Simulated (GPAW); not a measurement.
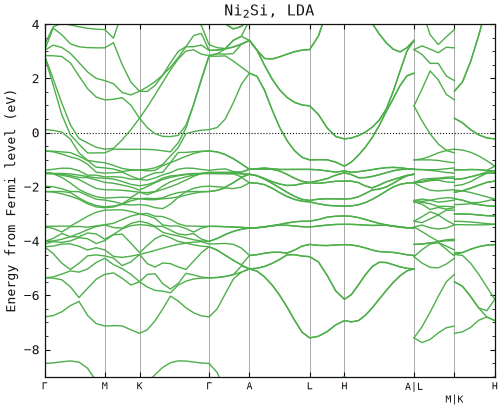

Describe the figure.

Band structure of Ni₂Si, space group P6_3/mmc, 6 atoms in the cell (a = 3.836 Å, c = 4.948 Å (hexagonal axes)). Method: LDA, the program's PAW data sets (release 1.2.1) made for this functional, collinear spin, ferromagnetic start that ends with little or no moment, no spin-orbit coupling, 5×5×4 k mesh, 600 eV cutoff, Fermi-Dirac smearing of 0.05 eV (GPAW). Energies are counted from the Fermi level.

A metal: 4 bands cross the Fermi level along this path. At L the nearest levels lie 1.01 eV below and 0.99 eV above the Fermi level.

The k mesh is coarse (spacing up to 0.38 Å⁻¹), so the values aren't converged. Bands are joined in order of energy, so crossings between the computed points show as kinks or gaps.
